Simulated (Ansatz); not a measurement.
System: Si, space group P6_3/mmc (No. 194).

Structure:
```
CELL_PARAMETERS angstrom
3.85128 0.00000 0.00000
-1.92564 3.33531 0.00000
0.00000 0.00000 6.36502
ATOMIC_POSITIONS crystal
Si 0.33333 0.66667 0.06293
Si 0.66667 0.33333 0.56293
Si 0.33333 0.66667 0.43707
Si 0.66667 0.33333 0.93707
```

How it was computed, with Ansatz 0.2.0: energy, stress and cell of a relaxed crystal along a series of strains, atoms and what the cell freedom names relaxed within the symmetry; stress is positive in compression; plane waves with PAW datasets, Γ-centred k mesh; energies extrapolated to zero smearing. Level: PBE, no spin polarisation.

| setting | value |
| --- | --- |
| wave cutoff | 420 eV |
| k mesh | 12×12×6 |
| occupations | Gaussian |
| smearing width | 0.02 eV |
| strain kind | shear ca |
| cell freedom | cell held, c moved along a by strain times its height |

What does the calculation give for the energy change, stress xx and band gap against strain? The strain takes the values 0.0, 1.5, 3.0, 4.5, 6.0, 9.0 %.

The energy change rises from 0.00 meV/atom at strain 0.0 % to 25.02 meV/atom at 9.0 %. The stress xx falls from 0.01 GPa at strain 0.0 % to −0.55 GPa at 9.0 %, and changes sign near 0.8 %. The band gap stays open and runs from 0.451 eV at strain 0.0 % to 0.165 eV at 9.0 %.

```tsv
strain (%)	energy change (meV/atom)	stress xx (GPa)	band gap (eV)
0.0	0.00	0.01	0.451
1.5	0.70	-0.01	0.440
3.0	2.80	-0.05	0.411
4.5	6.30	-0.13	0.369
6.0	11.17	-0.24	0.322
9.0	25.02	-0.55	0.165
```

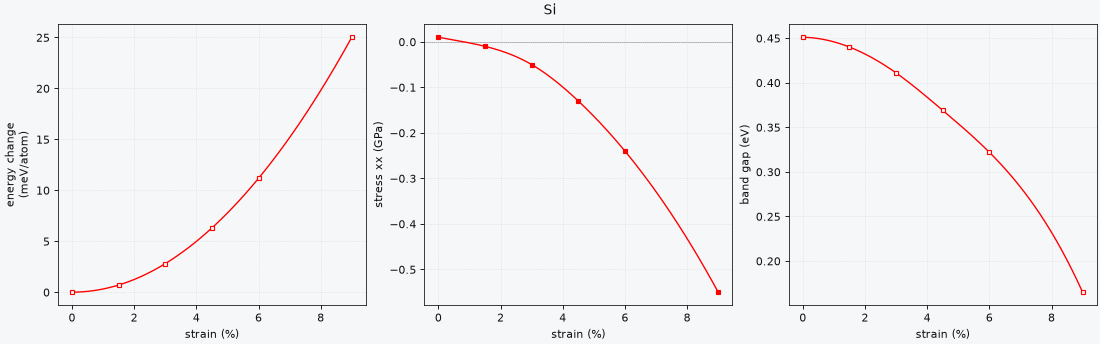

Keep in mind: a crossing between the sampled k points may be missed.
